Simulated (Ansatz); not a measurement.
System: HC₁₇ (slab).

The calculation's input:

```
crystal:
  lattice:
    - [9.8601980332, 0.0, 0.0]
    - [-4.9300990166, 8.5391819831, 0.0]
    - [0.0, 0.0, 18.0016100064]
  atoms:
    - { symbol: C, position: [0.4166666667, 0.3333333333, 0.4444046948] }
    - { symbol: C, position: [0.4166236992, 0.5832880621, 0.4441867614] }
    - { symbol: C, position: [0.4166753044, 0.8332873451, 0.4440802972] }
    - { symbol: C, position: [0.4166793108, 0.0833080818, 0.4441103582] }
    - { symbol: C, position: [0.6667076875, 0.3333228856, 0.4441970199] }
    - { symbol: C, position: [0.6666964083, 0.5833363184, 0.4440346477] }
    - { symbol: C, position: [0.6666922546, 0.8333151633, 0.4439043698] }
    - { symbol: C, position: [0.6667088311, 0.0833303269, 0.4440663658] }
    - { symbol: C, position: [0.9167026454, 0.3333244628, 0.4440592127] }
    - { symbol: C, position: [0.9167534009, 0.5833333443, 0.4437561024] }
    - { symbol: C, position: [0.9167572526, 0.8333546688, 0.4431069075] }
    - { symbol: C, position: [0.916745817, 0.0833649125, 0.4437578147] }
    - { symbol: C, position: [0.1666421755, 0.3332921934, 0.4441195215] }
    - { symbol: C, position: [0.1666498602, 0.5833009362, 0.4439906573] }
    - { symbol: C, position: [0.1665956492, 0.8333134194, 0.4434238551] }
    - { symbol: C, position: [0.1665855072, 0.0832171801, 0.4435535387] }
    - { symbol: C, position: [0.3333072723, 0.166612742, 0.444087964] }
    - { symbol: C, position: [0.3333144114, 0.4166362622, 0.4442692754] }
    - { symbol: C, position: [0.3333161745, 0.6666282268, 0.4440744756] }
    - { symbol: C, position: [0.3333160407, 0.916633724, 0.4438916282] }
    - { symbol: C, position: [0.5834011079, 0.1666727434, 0.4441795751] }
    - { symbol: C, position: [0.5833481639, 0.4166267786, 0.4443368723] }
    - { symbol: C, position: [0.5833354798, 0.6666447258, 0.4441026642] }
    - { symbol: C, position: [0.5833459677, 0.9166678064, 0.4440926503] }
    - { symbol: C, position: [0.8333734007, 0.1666626289, 0.4440057358] }
    - { symbol: C, position: [0.8333788724, 0.4166624039, 0.4440530838] }
    - { symbol: C, position: [0.8334398842, 0.6667372778, 0.4435297874] }
    - { symbol: C, position: [0.833433856, 0.916651983, 0.4434817762] }
    - { symbol: C, position: [0.083279076, 0.1666263733, 0.4438276106] }
    - { symbol: C, position: [0.0833178075, 0.4166340256, 0.4440895777] }
    - { symbol: C, position: [0.0832861794, 0.6666017924, 0.4437065279] }
    - { symbol: C, position: [0.0832847031, 0.9166188534, 0.4430842575] }
    - { symbol: C, position: [0.0803706516, 0.9147835858, 0.6306150172] }
    - { symbol: C, position: [-0.0608661467, 0.8429416767, 0.6318241008] }
    - { symbol: H, position: [0.2055987913, 0.9784952882, 0.6282577474] }
    - { symbol: H, position: [-0.1862013542, 0.7791857781, 0.6315837494] }
basis:
  ecutwfc: 420
kpoints:
  mp_grid: { grid: [2, 2, 1] }
hamiltonian:
  xc: pbe
  dispersion: d3bj
scf:
  occupations: { method: gaussian, width: 0.05 }
output:
  forces: true
  eigenvalues: true
  write_density: true
  volumetric_format: npy
efield:
  axis: 3
  dipole_correction: true
  ramp_width: 0.04
```

Command:

```sh
ansatz run input.yaml --threads 4 --pin off --max-ram 10240MiB --backend cpu --events-out ev --progress --plain --runs-dir out
```

These are results of DFT PBE+D3(BJ), scalar-relativistic, plane waves, PAW (Ansatz), not measurements.

Question: What will maps of the valence pseudo-density show?

Answer: C–H (1.07 Å): ρ is about 2 e/Å³ halfway.
C–C (1.21 Å): the density is about 2.8 e/Å³ at the midpoint.

Question: Does the calculation make it a metal, or give it a gap?

Answer: It is gapped, with a Kohn–Sham gap of 2.0 eV on the k-point mesh (the band edges may lie off the mesh, which would make the gap smaller).

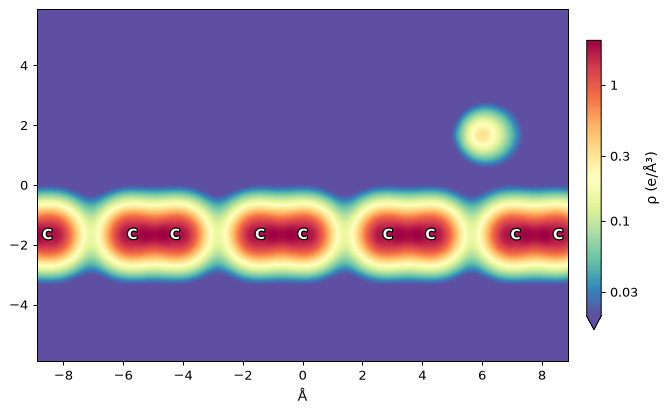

Computed valence pseudo-density on the (110) plane of the calculation cell, a cut from vacuum to vacuum. Atoms just off the plane (H, 0.5 Å away) can leave unmarked features too.

In a PAW calculation such maps are meaningful between the atoms, not at the nuclei.
